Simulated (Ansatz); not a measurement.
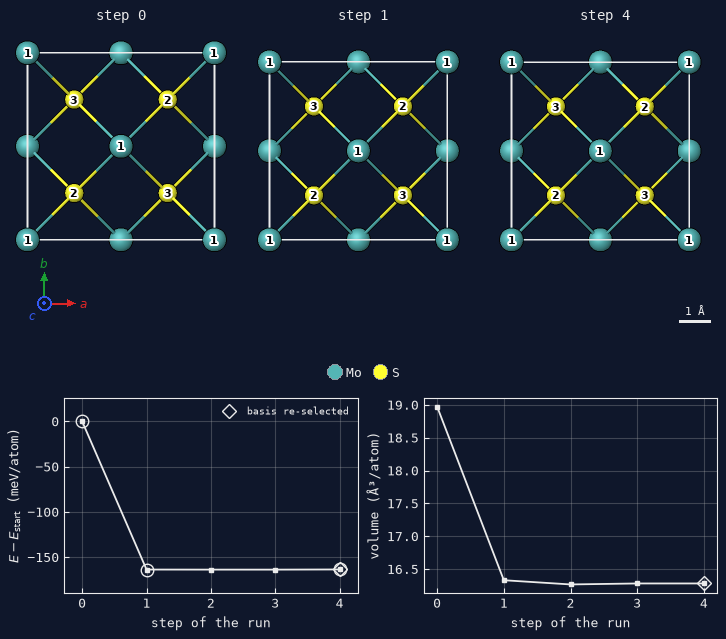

Frames of a relaxation of crystalline MoS2 (built on the CaF2-225 type type), marked on the history of the run. A ball-and-stick model of the conventional cell (4 times the calculation's cell), seen along the c axis. Lengths and directions refer to the drawn axes.

Method: Ansatz 0.2.0, DFT, PBEsol, plane waves, PAW.

The input:
```yaml
crystal:
  lattice:
    - [0.0, 3.05315194, 3.05315194]
    - [3.05315194, 0.0, 3.05315194]
    - [3.05315194, 3.05315194, 0.0]
  atoms:
    - { symbol: Mo, position: [0.0, 0.0, 0.0] }
    - { symbol: S, position: [0.75, 0.75, 0.75] }
    - { symbol: S, position: [0.25, 0.25, 0.25] }
kpoints:
  mp_grid: { grid: [6, 6, 6] }
hamiltonian:
  xc: pbesol
scf:
  occupations: { method: fermi_dirac, width: 0.03 }
relax:
  f_tol: 0.01
  cell: {}
  max_steps: 120
```

Launched with:
```bash
ansatz run input.yaml --threads 2 --pin off --max-ram 29491MiB --backend cpu --events-out ev --progress --plain --runs-dir out
```

Q: What happens along the run?

A: The energy falls by 163 meV per atom in 3 accepted moves (4 points after the start). All forces vanish by symmetry, so only the cell relaxes. Pressure: −16.92 GPa at the start and 0.00 GPa at the end. The SCF was repeated once at an unchanged geometry on a basis and grid sized afresh for the cell, which shifted the energy by 0.2 meV per atom at most. The atoms keep their places relative to the cell (all moves are under 0.005 Å). Cell: a = b = c 6.106 → 5.803 Å (−5.0 %). Volume −14.2 %. Near-neighbour distances that change, for instance: Mo1–S2 2.644 → 2.513 Å. The space group stays Fm-3m (No. 225). The run took 1.9 s on 2 threads of AMD EPYC 7R13 Processor (Zen 3), on a shared host, peak memory 0.47 GiB. From step 0 to 1: volume −13.9 %, energy −164 meV per atom. From step 1 to 4: volume −0.3 %, energy +0.1 meV per atom.
